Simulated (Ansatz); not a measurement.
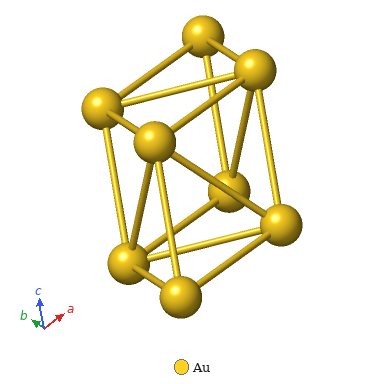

System: Au, space group Fm-3m (No. 225). The picture shows the cell.

Starting cell:
```
CELL_PARAMETERS angstrom
0.00000 2.04550 2.04550
2.04550 0.00000 2.04550
2.04550 2.04550 0.00000
ATOMIC_POSITIONS crystal
Au 0.00000 0.00000 0.00000
```

Method: biaxial strain in the xy plane and strain along z of a crystal, fractional coordinates fixed, by plane-wave density functional theory with PAW datasets, free energies less that of the undisturbed cell (Ansatz 0.2.0). Level: PBE, no spin polarisation.

- wave cutoff: 420 eV
- k mesh: 20×20×20
- occupations: Gaussian
- smearing width: 0.15 eV
- k shift: (0, 0, 0) (mesh steps)
- start: as given

What does the calculation give for the map of the energy change over strain zz and strain xx = yy? The grid: strain zz −0.03, −0.015, 0, 0.015, 0.03 ; strain xx = yy −0.03, −0.015, 0, 0.015, 0.03.

At the origin a neighbouring grid point lies 20 meV/atom lower, so the given structure isn't at the minimum of this landscape. The energy change is least, −20 meV/atom, at strain zz of 0.015 and strain xx = yy of 0.015 (and at symmetry-related or equal points), and largest, 165 meV/atom, at strain zz of −0.03 and strain xx = yy of −0.03. Near the origin the softest direction lies along strain zz, turned by about 25° so that strain xx = yy takes the opposite sign; the curvature across the valley is 18.2 times that along it.

Energy change (meV/atom); rows strain xx = yy, columns strain zz:
```json
{"": "-0.03", "-0.03": "165", "-0.015": "124", "0": "91", "0.015": "63", "0.03": "41"}
{"": "-0.015", "-0.03": "89", "-0.015": "59", "0": "35", "0.015": "16", "0.03": "3"}
{"": "0", "-0.03": "36", "-0.015": "15", "0": "0", "0.015": "-10", "0.03": "-16"}
{"": "0.015", "-0.03": "3", "-0.015": "-9", "0": "-17", "0.015": "-20", "0.03": "-19"}
{"": "0.03", "-0.03": "-13", "-0.015": "-18", "0": "-18", "0.015": "-15", "0.03": "-8"}
```

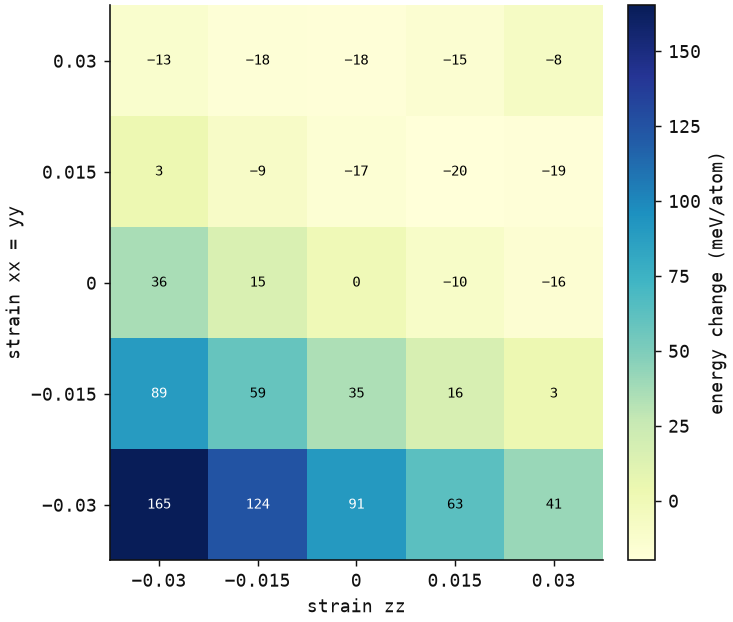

Note: reference crystal is not relaxed.
